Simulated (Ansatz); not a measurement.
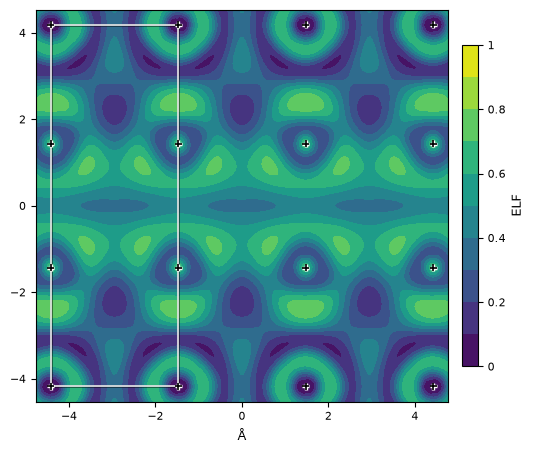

The ELF on a plane through atoms (crosses mark nuclei in the plane).

Theory: DFT r2SCAN, scalar-relativistic, plane waves, PAW (Ansatz).

Candidates:
A. Ge2Sb2Te5, a = 4.26 Å, b = 4.26 Å, c = 18.07 Å, α = 90.00°, β = 90.00°, γ = 120.00°. Space group P-3m1; a structure from a database of computed crystals, not necessarily the ambient phase.
B. TiSi2, a = 2.95 Å, b = 3.39 Å, c = 8.36 Å, α = 90.00°, β = 90.00°, γ = 90.00°. Space group Immm; a structure from a database of computed crystals, not necessarily the ambient phase; computed without spin polarisation.

**Which candidate gave the map?**

Candidate B: TiSi2 on the (010) plane of the conventional cell, which holds Ti and Si. Ti–Si (2.75 Å): the ELF peaks at about 0.75 in the valence shell of Si, 0.9 Å from its nucleus, and is about 0.45 at the midpoint.
